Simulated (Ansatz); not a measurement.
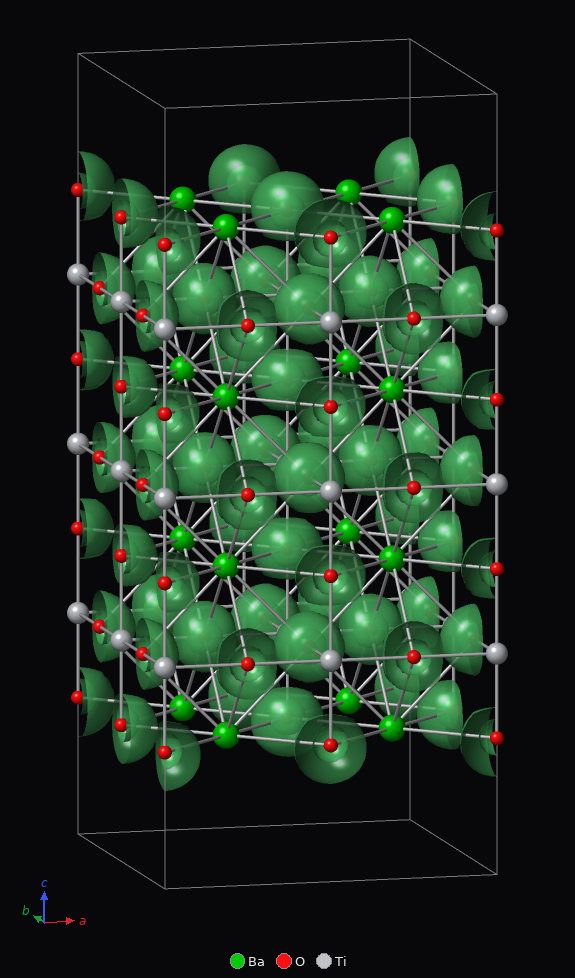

Ba4Ti3O10 (slab). Isosurface of the electron localisation function at 0.75 (green), seen slightly off an axis. Core shells and regions of very low density are left out. Sticks mark near contacts.

Not relaxed (largest force 1.0 eV/Å); computed without spin polarisation.

Method: Ansatz, DFT PBEsol, scalar-relativistic, plane waves, PAW.

Core electrons are frozen (PAW), and the valence fields are smoothed inside the atomic spheres.

```cif
data_structure
_symmetry_space_group_name_H-M 'P 1'
_symmetry_Int_Tables_number 1
_cell_length_a 3.9699
_cell_length_b 3.9699
_cell_length_c 26.9096
_cell_angle_alpha 90.000
_cell_angle_beta 90.000
_cell_angle_gamma 90.000
_cell_volume 424.09
loop_
_atom_site_label
_atom_site_type_symbol
_atom_site_fract_x
_atom_site_fract_y
_atom_site_fract_z
_atom_site_occupancy
Ba1 Ba 0.50000 0.50000 0.27871 1
O1 O 0.00000 0.00000 0.27871 1
Ti1 Ti 0.00000 0.00000 0.35247 1
O2 O 0.50000 0.00000 0.35247 1
O3 O 0.00000 0.50000 0.35247 1
Ba2 Ba 0.50000 0.50000 0.42624 1
O4 O 0.00000 0.00000 0.42624 1
Ti2 Ti 0.00000 0.00000 0.50000 1
O5 O 0.50000 0.00000 0.50000 1
O6 O 0.00000 0.50000 0.50000 1
Ba3 Ba 0.50000 0.50000 0.57376 1
O7 O 0.00000 0.00000 0.57376 1
Ti3 Ti 0.00000 0.00000 0.64753 1
O8 O 0.50000 0.00000 0.64753 1
O9 O 0.00000 0.50000 0.64753 1
Ba4 Ba 0.50000 0.50000 0.72129 1
O10 O 0.00000 0.00000 0.72129 1
```

**What do the ELF domains correspond to?**

The surface consists of ten regions wrapped around O (the valence shell of each), counted in one cell of 17 atoms. Counts are for one cell; the picture repeats the cell along the surface.

Values along the shortest contacts:
Ti–O (1.98 Å): the ELF peaks at about 0.85 in the valence shell of O, 0.6 Å from its nucleus, and is about 0.20 at the midpoint; no shared electron pair shows on this line. Ba–O (2.81 Å): the ELF is about 0.15 at the midpoint; an ionic contact with no shared pair.

**Metal or insulator at this level of theory?**

It is gapped, with a Kohn–Sham gap of 1.9 eV on the k-point mesh, an upper bound to the gap of this method.
